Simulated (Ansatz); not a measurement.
Run report: AlRu, geometry relaxation (part 2 of 2)

The same run, continued: AlRu (Pm-3m, 2 atoms in the cell); DFT PBE, scalar-relativistic, plane waves, PAW, no spin polarisation (Ansatz 0.2.0); cutoff 420 eV, 14×14×14 k-mesh, Fermi–Dirac smearing of 0.15 eV. The structure derives from an entry of the Crystallography Open Database. It belongs to a series of runs on one base structure; here: relaxed at 15 GPa.

Geometry of the input (Å; fractional positions):
```
2.9697  0.0000  0.0000
0.0000  2.9697  0.0000
0.0000  0.0000  2.9697
Al 0.0000  0.0000  0.0000
Ru 0.5000  0.5000  0.5000
```

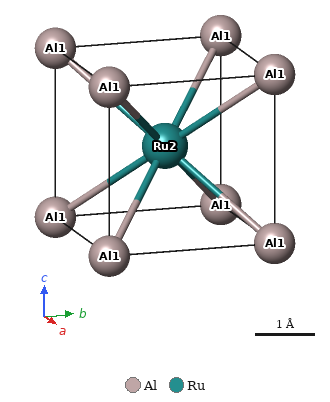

Figure 1. The geometry at step 1 of the log (ball-and-stick view of the cell of the calculation, seen slightly off an axis; atoms are numbered from 1 in the order of the input).

What the program printed, continued
```
SCF iter   1: F=—  HF=-6417.426369 eV  |F-HF|=—  |Δ(HF+E_count)|=         —  Δρ=4.25e-3  dr2=6.06e-3  ethr=3.88e-5  ⟨swp⟩=1.0  Hψ=10249  notcnv=0
preconditioner: auto → none  [metal: Δε(μ)=0.023 eV  Ē_g=9.395 eV  σ=0.150 eV  W_gap=0.04  n_scr=6 (ndim 8)  ℏωp=24.5 eV  f_vac=0.000  D(μ)=1.47/eV (n_scr^D=18)]
SCF iter   2: F=—  HF=-6417.424945 eV  |F-HF|=—  |Δ(HF+E_count)|=   1.42e-3  Δρ=1.50e-3  dr2=5.96e-4  ethr=3.19e-5  ⟨swp⟩=2.0  Hψ=2246  notcnv=0
SCF iter   3: F=—  HF=-6417.424751 eV  |F-HF|=—  |Δ(HF+E_count)|=   1.94e-4  Δρ=2.73e-4  dr2=1.89e-5  ethr=3.14e-6  ⟨swp⟩=2.0  Hψ=2575  notcnv=0
SCF iter   4: F=—  HF=-6417.424761 eV  |F-HF|=—  |Δ(HF+E_count)|=   1.05e-5  Δρ=3.19e-5  dr2=7.86e-8  ethr=9.97e-8  ⟨swp⟩=2.4  Hψ=2388  notcnv=0
iter 5 did not close the SCF: its close was put off for the readings that it lacked (scf_convergence_deferred on its scf_iter line)
SCF iter   5: F=-6417.424761 eV  HF=-6417.424761 eV  |F-HF|=4.52e-9  |Δ(HF+E_count)|=   8.32e-8  Δρ=3.91e-6  dr2=5.24e-9  ethr=4.13e-10  ⟨swp⟩=2.2  Hψ=2507  notcnv=0
SCF iter   6: F=-6417.424761 eV  HF=-6417.424761 eV  |F-HF|=2.16e-10  |Δ(HF+E_count)|=  8.42e-10  Δρ=9.44e-7  dr2=2.59e-10  ethr=2.76e-11  ⟨swp⟩=4.3  Hψ=8487  notcnv=0
the search or the solves at the SCF's close seem to have found levels that the self-consistency loop had missed (the run counts 2). By its estimate they hold under 1e-12 electrons; where the run keeps them, the occupations were computed again with them
SCF 2 converged in 6 iterations: F = -6417.424761 eV  dr2 = 2.59e-10
  greatest PAW one-centre occupation: 0.999 electrons in one spin orbital (limit 2), on the Ru atom at site 1 (counted from 0), in its partial waves of l = 0
relax step   2: F+E_penalty+E_count = -6417.42476143 eV  Δ(F+E_penalty+E_count) = +7.672e-2 eV  max|allowed force component| = 4.832e-30 eV/Å  Δτ_max = 0.0000 Å  P = +17.694 GPa  Ω = 25.216 Å³  energy of the carried Pulay correction = +4.372e-4 eV  (6 SCF iters, dr2 threshold 2.00e-7 eV, accepted)
Crystal: 2 atoms, lattice volume = 25.479 Å³
iter 1 solved again at ethr=2.29e-6 eV; its pass at ethr=3.10e-3 eV (dr2=4.35e-4 eV) is discarded
SCF iter   1: F=—  HF=-6417.451517 eV  |F-HF|=—  |Δ(HF+E_count)|=         —  Δρ=1.15e-3  dr2=4.53e-4  ethr=2.29e-6  ⟨swp⟩=2.2  Hψ=10036  notcnv=0
preconditioner: auto → none  [metal: Δε(μ)=0.028 eV  Ē_g=9.321 eV  σ=0.150 eV  W_gap=0.05  n_scr=6 (ndim 8)  ℏωp=24.4 eV  f_vac=0.000  D(μ)=1.49/eV (n_scr^D=18)]
SCF iter   2: F=—  HF=-6417.451412 eV  |F-HF|=—  |Δ(HF+E_count)|=   1.04e-4  Δρ=4.08e-4  dr2=4.48e-5  ethr=2.29e-6  ⟨swp⟩=2.0  Hψ=2144  notcnv=0
SCF iter   3: F=—  HF=-6417.451393 eV  |F-HF|=—  |Δ(HF+E_count)|=   1.92e-5  Δρ=8.03e-5  dr2=1.83e-6  ethr=2.36e-7  ⟨swp⟩=1.7  Hψ=2003  notcnv=0
iter 4 did not close the SCF: its close was put off for the readings that it lacked (scf_convergence_deferred on its scf_iter line)
SCF iter   4: F=-6417.451393 eV  HF=-6417.451393 eV  |F-HF|=5.47e-9  |Δ(HF+E_count)|=   4.16e-7  Δρ=9.03e-6  dr2=4.71e-9  ethr=9.63e-9  ⟨swp⟩=2.3  Hψ=2219  notcnv=0
iter 5 did not close the SCF: its close was put off for the readings that it lacked (scf_convergence_deferred on its scf_iter line)
SCF iter   5: F=-6417.451393 eV  HF=-6417.451393 eV  |F-HF|=4.38e-10  |Δ(HF+E_count)|=   5.57e-9  Δρ=1.65e-6  dr2=4.96e-10  ethr=2.48e-11  ⟨swp⟩=2.1  Hψ=2695  notcnv=0
SCF iter   6: F=-6417.451393 eV  HF=-6417.451393 eV  |F-HF|=5.46e-12  |Δ(HF+E_count)|=  1.06e-10  Δρ=3.60e-7  dr2=9.23e-12  ethr=2.61e-12  ⟨swp⟩=4.1  Hψ=7608  notcnv=0
SCF 3 converged in 6 iterations: F = -6417.451393 eV  dr2 = 9.23e-12
relax step   3: F+E_penalty+E_count = -6417.45139287 eV  Δ(F+E_penalty+E_count) = -2.663e-2 eV  max|allowed force component| = 3.049e-30 eV/Å  Δτ_max = 0.0000 Å  P = +14.885 GPa  Ω = 25.479 Å³  energy of the carried Pulay correction = +3.174e-4 eV  (6 SCF iters, dr2 threshold 2.00e-7 eV, accepted)
Crystal: 2 atoms, lattice volume = 25.468 Å³
iter 1 solved again at ethr=5.40e-9 eV; its pass at ethr=3.10e-3 eV (dr2=1.03e-6 eV) is discarded
SCF iter   1: F=—  HF=-6417.450380 eV  |F-HF|=—  |Δ(HF+E_count)|=         —  Δρ=5.38e-5  dr2=1.02e-6  ethr=5.40e-9  ⟨swp⟩=2.2  Hψ=9231  notcnv=0
SCF iter   2: F=—  HF=-6417.450378 eV  |F-HF|=—  |Δ(HF+E_count)|=   2.29e-6  Δρ=1.46e-5  dr2=4.37e-8  ethr=5.39e-9  ⟨swp⟩=2.0  Hψ=2183  notcnv=0
iter 3 did not close the SCF: its close was put off for the readings that it lacked (scf_convergence_deferred on its scf_iter line)
SCF iter   3: F=-6417.450378 eV  HF=-6417.450378 eV  |F-HF|=3.39e-9  |Δ(HF+E_count)|=   1.44e-8  Δρ=4.45e-6  dr2=4.53e-9  ethr=2.30e-10  ⟨swp⟩=1.5  Hψ=1882  notcnv=0
iter 4 did not close the SCF: its close was put off for the readings that it lacked (scf_convergence_deferred on its scf_iter line)
SCF iter   4: F=-6417.450378 eV  HF=-6417.450378 eV  |F-HF|=3.64e-12  |Δ(HF+E_count)|=   1.14e-9  Δρ=3.72e-7  dr2=1.49e-11  ethr=2.38e-11  ⟨swp⟩=2.3  Hψ=2197  notcnv=0
iter 5 did not close the SCF: its close was put off for the readings that it lacked (scf_convergence_deferred on its scf_iter line)
SCF iter   5: F=-6417.450378 eV  HF=-6417.450378 eV  |F-HF|=1.82e-12  |Δ(HF+E_count)|=  1.09e-11  Δρ=7.00e-8  dr2=4.85e-13  ethr=1.00e-12  ⟨swp⟩=1.0  Hψ=1681  notcnv=0
iter 6 did not close the SCF: its close was put off for the readings that it lacked (scf_convergence_deferred on its scf_iter line)
SCF iter   6: F=-6417.450378 eV  HF=-6417.450378 eV  |F-HF|=3.64e-12  |Δ(HF+E_count)|=  1.82e-12  Δρ=2.80e-9  dr2=5.22e-16  ethr=1.00e-12  ⟨swp⟩=1.0  Hψ=1680  notcnv=0
SCF iter   7: F=-6417.450378 eV  HF=-6417.450378 eV  |F-HF|=1.82e-12  |Δ(HF+E_count)|=  1.82e-12  Δρ=1.11e-9  dr2=2.65e-16  ethr=1.00e-12  ⟨swp⟩=2.4  Hψ=5083  notcnv=0
SCF 4 converged in 7 iterations: F = -6417.450378 eV  dr2 = 2.65e-16
relax step   4: F+E_penalty+E_count = -6417.45037812 eV  Δ(F+E_penalty+E_count) = +1.015e-3 eV  max|allowed force component| = 4.750e-30 eV/Å  Δτ_max = 0.0000 Å  P = +14.998 GPa  Ω = 25.468 Å³  energy of the carried Pulay correction = +3.224e-4 eV  (7 SCF iters, accepted)
Initial wavefunctions: pseudopotential atomic-orbital guess (no wavefunctions were taken with the density)
iter 1 solved again at ethr=8.49e-9 eV; its pass at ethr=3.10e-3 eV (dr2=1.61e-6 eV) is discarded
SCF iter   1: F=—  HF=-6417.450056 eV  |F-HF|=—  |Δ(HF+E_count)|=         —  Δρ=6.96e-5  dr2=1.94e-7  ethr=8.49e-9  ⟨swp⟩=3.0  Hψ=13381  notcnv=0
preconditioner: auto → none  [metal: Δε(μ)=0.028 eV  Ē_g=9.322 eV  σ=0.150 eV  W_gap=0.05  n_scr=6 (ndim 8)  ℏωp=24.4 eV  f_vac=0.000  D(μ)=1.49/eV (n_scr^D=18)]
SCF iter   2: F=—  HF=-6417.450054 eV  |F-HF|=—  |Δ(HF+E_count)|=   2.52e-6  Δρ=3.15e-5  dr2=3.66e-8  ethr=1.02e-9  ⟨swp⟩=2.8  Hψ=3066  notcnv=0
SCF iter   3: F=—  HF=-6417.450054 eV  |F-HF|=—  |Δ(HF+E_count)|=   3.14e-8  Δρ=4.82e-6  dr2=1.79e-9  ethr=1.92e-10  ⟨swp⟩=2.2  Hψ=2798  notcnv=0
SCF iter   4: F=—  HF=-6417.450054 eV  |F-HF|=—  |Δ(HF+E_count)|=  9.41e-10  Δρ=1.05e-6  dr2=6.72e-11  ethr=9.40e-12  ⟨swp⟩=2.5  Hψ=2220  notcnv=0
SCF iter   5: F=—  HF=-6417.450054 eV  |F-HF|=—  |Δ(HF+E_count)|=  8.19e-11  Δρ=2.54e-7  dr2=1.04e-11  ethr=1.00e-12  ⟨swp⟩=1.4  Hψ=2074  notcnv=0
SCF iter   6: F=-6417.450054 eV  HF=-6417.450054 eV  |F-HF|=0.00e0  |Δ(HF+E_count)|=  3.64e-12  Δρ=8.78e-9  dr2=1.20e-14  ethr=1.00e-12  ⟨swp⟩=5.0  Hψ=6201  notcnv=0
SCF 5 converged in 6 iterations: F = -6417.450054 eV  dr2 = 1.20e-14
relax step   5: F+E_penalty+E_count = -6417.45005355 eV  Δ(F+E_penalty+E_count) = +3.246e-4 eV  max|allowed force component| = 3.764e-30 eV/Å  Δτ_max = 0.0000 Å  P = +14.998 GPa  Ω = 25.468 Å³  stress off target by 1.74e-3 GPa  SCF on the basis re-selected at this cell (its energy is not comparable with the rows above)  (6 SCF iters)
basis re-selected at this cell: Δ(F+E_penalty+E_count) = +3.246e-4 eV, ΔP = +0.000 GPa vs the last step (what re-selecting the basis moved, of the pressure what is left beyond the Pulay correction that the steps carried, after the strain that the cell walked since its last selection, with what the two solves' SCF thresholds leave and, on support functions, any second-order correction that the steps lacked; it is no measure of the basis error at this ecutwfc). This SCF's stress stands 1.74e-3 GPa from its target on what of the cell is left free (relax.cell.stress_tol is 2.00e-2 GPa) and its largest allowed force component is 3.76e-30 eV/Å (relax.f_tol is 1.00e-3 eV/Å): within both
SCF converged after 6 iterations
Free energy (F): -6417.450054 eV
Harris-Foulkes:  -6417.450054 eV  (|F-HF|=0.00e0)
Internal energy: -6417.341896 eV  (E = F + TS)
E sigma→0 (E₀):  -6417.395975 eV
Entropy (-TS):   -0.108157 eV (-54.079 meV/atom)
Fermi energy:    17.147259 eV
--- Per-component energies (eV) ---
  E_band       = -102.595457
  E_kinetic    = 546.210682
  E_local      = -1750.364882  (includes V_loc(G=0)·N_el)
  E_nonlocal   = 355.099409
  E_hartree    = 622.948404
  E_xc         = -233.361726
  E_vxc        = -272.233288  (∫ρ·V_xc dr)
  E_paw        = -3929.525249  (= ΣΔE_a)
  E_vpaw       = -227.203987  (= ΣTr[D̂ρ^β])
  E_aug_tail   = -0.000193  (compensation charges beyond the density's cutoff)
  E_ewald      = -2028.348342
  E_smearing   = -0.108157  (= −TS)
  E_closure    = -0.000000  (closes the sum)
  Σ components = -6417.450054   (vs F -6417.450054, Δ=0.00e0)
--- Forces (eV/Å), atoms counted from 1 ---
  atom   1  Al    -0.00000000     0.00000000    -0.00000000
  atom   2  Ru    -0.00000000    -0.00000000    -0.00000000
  max |Σ_I F_I| component: 7.20e-30 eV/Å
--- Stress (GPa, compression-positive) ---
       14.998265       0.000000      -0.000000
        0.000000      14.998265      -0.000000
       -0.000000      -0.000000      14.998265
  P = ⅓ Tr σ = 14.9983 GPa (149.983 kbar)
--- Band table (eV; the first three rows and the last of 120) ---
  k-point 0: bands = ["-54.6988", "-24.6465", "-24.6465", "-24.6465", "7.1607", "13.2681", "13.2681", "17.3101", "17.3101", "17.3101", "23.4454", "23.4454", "23.4454", "28.3430"]
  k-point 1: bands = ["-54.6979", "-24.6592", "-24.6454", "-24.6454", "7.2630", "13.3050", "13.3080", "17.1775", "17.1775", "17.3234", "22.9562", "23.6524", "23.6524", "28.0933"]
  k-point 2: bands = ["-54.6951", "-24.6947", "-24.6425", "-24.6425", "7.5646", "13.3996", "13.4112", "16.8399", "16.8399", "17.3607", "21.9178", "24.2122", "24.2122", "27.4492"]
  k-point 119: bands = ["-54.6407", "-24.8385", "-24.8385", "-24.8385", "12.1967", "12.1967", "12.1967", "18.8825", "18.8825", "20.0099", "21.3714", "21.3714", "21.3714", "26.1294"]
--- Relaxed structure (4 steps of the walk, 4 accepted, 1 SCFs on fresh bases) ---
  F+E_penalty+E_count = -6417.45005355 eV   max|allowed force component| = 3.764e-30 eV/Å   (the final SCF, on the basis selected at the relaxed cell)
  cell:  # Å, volume = 25.4681 Å³
    - [2.942154798941252, 7.222237291452134e-34, 0.0]
    - [7.222237291452134e-34, 2.942154798941252, 0.0]
    - [-5.135813185032629e-34, 0.0, 2.942154798941252]
  atoms:
    - { symbol: Al, position: [-4.0533001260507856e-36, -6.7555002100846435e-37, -3.377750105041937e-37] }
    - { symbol: Ru, position: [0.5, 0.5, 0.5] }
```

Trajectory as extended XYZ (Å, eV, eV/Å), 5 frames, from step=1 to step=5
```
2
Lattice="2.9697 0.0000 0.0000 0.0000 2.9697 0.0000 0.0000 0.0000 2.9697" Properties=species:S:1:pos:R:3:forces:R:3 step=1 energy=-6417.50148 pressure_GPa=8.00
Al    0.0000    0.0000    0.0000    0.0000   0.0000   0.0000
Ru    1.4848    1.4848    1.4848    0.0000   0.0000   0.0000
2
Lattice="2.9324 0.0000 0.0000 0.0000 2.9324 0.0000 0.0000 0.0000 2.9324" Properties=species:S:1:pos:R:3:forces:R:3 step=2 energy=-6417.42476 pressure_GPa=17.69
Al    0.0000    0.0000    0.0000    0.0000   0.0000   0.0000
Ru    1.4662    1.4662    1.4662    0.0000   0.0000   0.0000
2
Lattice="2.9426 0.0000 0.0000 0.0000 2.9426 0.0000 0.0000 0.0000 2.9426" Properties=species:S:1:pos:R:3:forces:R:3 step=3 energy=-6417.45139 pressure_GPa=14.88
Al    0.0000    0.0000    0.0000    0.0000   0.0000   0.0000
Ru    1.4713    1.4713    1.4713    0.0000   0.0000   0.0000
2
Lattice="2.9422 0.0000 0.0000 0.0000 2.9422 0.0000 0.0000 0.0000 2.9422" Properties=species:S:1:pos:R:3:forces:R:3 step=4 energy=-6417.45038 pressure_GPa=15.00
Al    0.0000    0.0000    0.0000    0.0000   0.0000   0.0000
Ru    1.4711    1.4711    1.4711    0.0000   0.0000   0.0000
2
Lattice="2.9422 0.0000 0.0000 0.0000 2.9422 0.0000 0.0000 0.0000 2.9422" Properties=species:S:1:pos:R:3:forces:R:3 step=5 energy=-6417.45005 pressure_GPa=15.00
Al    0.0000    0.0000    0.0000    0.0000   0.0000   0.0000
Ru    1.4711    1.4711    1.4711    0.0000   0.0000   0.0000
```

Summary

- outcome: converged
- space group (tolerance 0.01 Å): Pm-3m (221)
- electrons treated: 19
- free energy: −6417.4501 eV
- Fermi energy: 17.147 eV
- gap on the k-point mesh: none (metallic)
- pressure: 15.00 GPa
- final volume: 25.47 Å³
- largest force (length of the vector) at the end: under 0.001 eV/Å
- final cell: a = 2.942 Å, b = 2.942 Å, c = 2.942 Å, α = 90.00°, β = 90.00°, γ = 90.00°
- hardware: 1 thread of AMD EPYC (Zen 3), 32 GiB of memory available, shared host
- wall time: 12 s
- peak memory: 0.4 GiB

Remarks

Results for this metal are sensitive to the k-point mesh. The cell was relaxed to the target pressure of the input; what is minimised is then the enthalpy E + pV.
